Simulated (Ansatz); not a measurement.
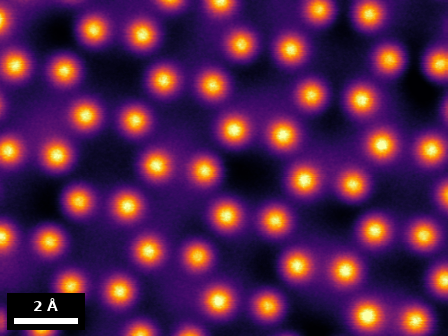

Dark-field STEM-like image of Ir (P6_3/mmc, No. 194). Simulation: incoherent imaging, intensity Z^1.7 per atom, probe width 0.71 Å, thin sample. Shot noise, a slight drift and the speckle of an amorphous layer were added. Model: the geometry relaxed with DFT, PBEsol, plane waves (420 eV) with PAW, scalar-relativistic in Ansatz; the starting structure was generated, so it need not be a known form of this composition.

```
Ir
1.0
     2.71914    0.00000    0.00000
    -1.35957    2.35485    0.00000
     0.00000    0.00000    4.41302
Ir
2
Direct
  0.33333 0.66667 0.25000
  0.66667 0.33333 0.75000
```

Along which zone axis is the crystal seen: [102], [100], [001] or [201]? (Directions equivalent by symmetry count as one.)

[001]. The projected cells are 1.30 × 2.35 Å, 90° for [102]; 2.35 × 4.41 Å, 90° for [100]; 2.72 × 2.72 Å, 120° for [001]; 1.71 × 2.51 Å, 110° for [201], and the image repeats as the [001] one does.
